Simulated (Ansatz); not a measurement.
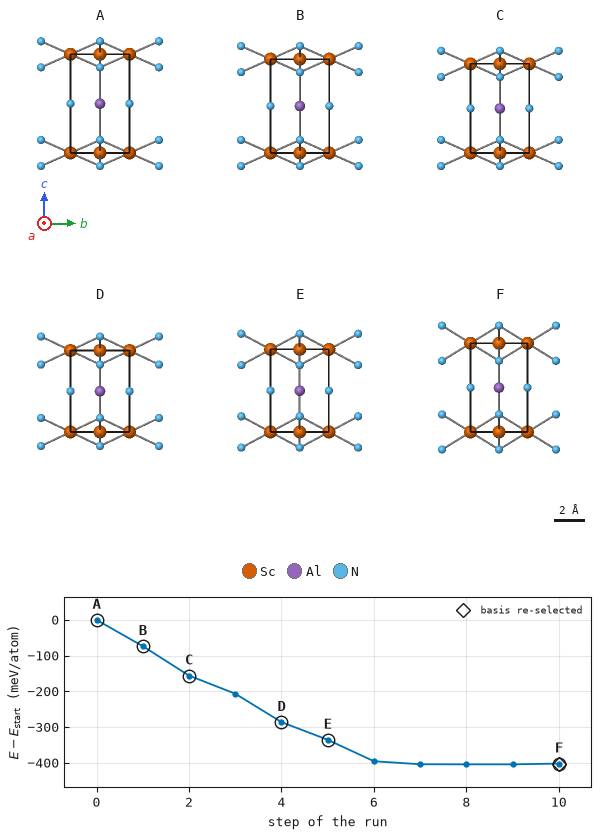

Frames of a relaxation of crystalline Sc₂AlN₃ (a generated structure, set up in P4/mmm) (coarse preliminary run), marked on the history of the run. A ball-and-stick model of the cell of the calculation, seen along the a axis.

Computed with DFT PBE, scalar-relativistic, plane waves, PAW (Ansatz 0.2.0).

Input file:
```yaml
crystal:
  lattice:
    - [3.93925602, 0.0, 0.0]
    - [0.0, 3.93925602, 0.0]
    - [0.0, 0.0, 6.58997679]
  atoms:
    - { symbol: Sc, position: [0.0, 0.5, 0.0] }
    - { symbol: Sc, position: [0.5, 0.0, 0.0] }
    - { symbol: Al, position: [0.5, 0.5, 0.5] }
    - { symbol: "N", position: [0.5, 0.5, 0.13211566] }
    - { symbol: "N", position: [0.5, 0.5, 0.86788434] }
    - { symbol: "N", position: [0.0, 0.0, 0.5] }
basis:
  ecutwfc: 420
kpoints:
  mp_grid: { grid: [4, 4, 4] }
hamiltonian:
  xc: pbe
scf:
  occupations: { method: gaussian, width: 0.1 }
  lower_state_search: "off"
output:
  forces: true
  stress: true
  eigenvalues: true
relax:
  adjacent_minimum: "off"
  f_tol: 0.04
  max_steps: 70
  cell: { stress_tol: 0.4 }
```

Launched with:
```bash
ansatz run input.yaml --threads 1 --pin off --max-ram 2560MiB --backend cpu --events-out ev --progress --plain --runs-dir out
```

Describe the path.

Answer. After 9 accepted moves (10 points after the start) the energy has fallen by 402 meV per atom. Largest force component: 0.72 eV/Å at the start, 0.00018 eV/Å at the end. The pressure goes from −4.23 to −0.29 GPa. The SCF was repeated once at an unchanged geometry on a basis and grid sized afresh for the cell, which shifted the energy by 2.1 meV per atom at most. The largest moves relative to the cell, 0.39 Å, are those of N4 and N5. N5 goes along −c. Al and Sc stay in place. The drawn cell changes as follows: a = b 3.939 → 3.806 Å (−3.4 %), c 6.590 → 5.926 Å (−10.1 %); the volume changes by −16.1 %. Near-neighbour distances that change, for instance: Al3–N4 2.424 → 1.789 Å, N4–N5 1.741 → 2.348 Å, Sc1–Sc2 2.785 → 2.691 Å, Sc1–N4 2.153 → 2.236 Å. Bond angles that change, for instance: N4–Sc1–N4 132.3° → 116.7°, Sc1–N4–Sc1 132.3° → 116.7°, Sc1–N4–Sc2 80.6° → 74.0°. The space group stays P4/mmm (No. 123). Cost: 36 s on 1 thread of Arm Neoverse V2, on a shared host, peak memory 0.37 GiB. From step 0 to 1: N atoms move most (0.04 Å), volume −5.4 %, energy −73.6 meV per atom. From step 1 to 2: N atoms move most (0.05 Å), volume −5.1 %, energy −82.3 meV per atom. From step 2 to 4: N atoms move most (0.14 Å), volume −8.0 %, energy −130 meV per atom. From step 4 to 5: N atoms move most (0.09 Å), volume −0.6 %, energy −49.6 meV per atom. From step 5 to 10: N atoms move most (0.05 Å), volume +2.2 %, energy −66.6 meV per atom.

```json
{"step": "0", "E − E(0), meV/atom": "0.00", "largest force component, eV/Å": "0.7235", "pressure, GPa": "-4.23", "volume, Å³/atom": "17.044", "note": ""}
{"step": "1", "E − E(0), meV/atom": "-73.57", "largest force component, eV/Å": "1.4318", "pressure, GPa": "-3.33", "volume, Å³/atom": "16.119", "note": ""}
{"step": "2", "E − E(0), meV/atom": "-155.84", "largest force component, eV/Å": "1.9307", "pressure, GPa": "-2.44", "volume, Å³/atom": "15.299", "note": ""}
{"step": "3", "E − E(0), meV/atom": "-206.58", "largest force component, eV/Å": "2.1436", "pressure, GPa": "-1.52", "volume, Å³/atom": "14.876", "note": ""}
{"step": "4", "E − E(0), meV/atom": "-285.97", "largest force component, eV/Å": "1.5834", "pressure, GPa": "3.87", "volume, Å³/atom": "14.075", "note": ""}
{"step": "5", "E − E(0), meV/atom": "-335.55", "largest force component, eV/Å": "0.0080", "pressure, GPa": "5.86", "volume, Å³/atom": "13.995", "note": ""}
{"step": "6", "E − E(0), meV/atom": "-395.52", "largest force component, eV/Å": "0.9964", "pressure, GPa": "0.46", "volume, Å³/atom": "14.399", "note": ""}
{"step": "7", "E − E(0), meV/atom": "-403.98", "largest force component, eV/Å": "0.1929", "pressure, GPa": "-0.01", "volume, Å³/atom": "14.313", "note": ""}
{"step": "8", "E − E(0), meV/atom": "-404.23", "largest force component, eV/Å": "0.0507", "pressure, GPa": "0.05", "volume, Å³/atom": "14.294", "note": ""}
{"step": "9", "E − E(0), meV/atom": "-404.23", "largest force component, eV/Å": "0.0005", "pressure, GPa": "-0.01", "volume, Å³/atom": "14.304", "note": ""}
{"step": "10", "E − E(0), meV/atom": "-402.12", "largest force component, eV/Å": "0.0002", "pressure, GPa": "-0.29", "volume, Å³/atom": "14.304", "note": "same geometry, new basis"}
```

Limits of the set-up: the k-point mesh is coarse for a cell with partly filled bands.
